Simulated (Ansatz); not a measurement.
Start from this file.

```
CELL_PARAMETERS angstrom
5.56665 0.00000 0.00000
0.00000 6.47092 0.00000
0.00000 0.00000 15.91937
ATOMIC_POSITIONS crystal
Ti 0.00000 0.00000 0.00000
Si 0.50000 0.50000 0.82992
Si 0.00000 0.00000 0.67008
Ti 0.50000 0.50000 0.50000
Si 0.00000 0.00000 0.32992
Si 0.50000 0.50000 0.17008
```

**What would you see if this were drawn?**

The formula is TiSi2. It is body-centred orthorhombic, space group Immm (No. 71). One cell contains 2 Ti, 4 Si, 6 atoms in all.

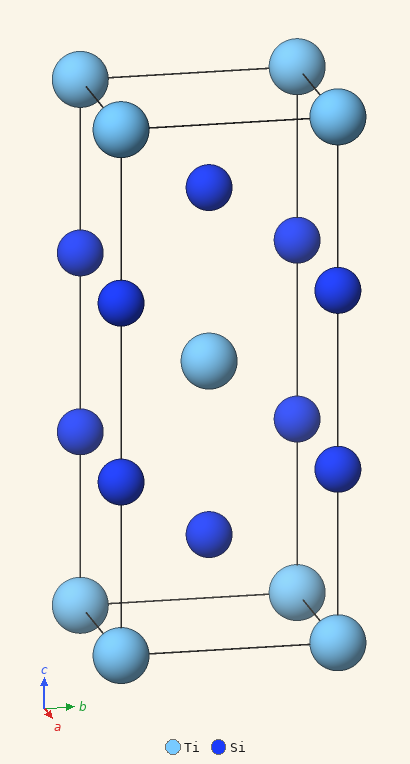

Drawn in the spheres-only manner and seen slightly off an axis. One conventional unit cell is framed, with atoms on its boundary repeated.

The cell started as a structure listed in the Materials Project. Earlier steps of the study may have refined or changed the cell and positions. It went into a calculation with Ansatz.
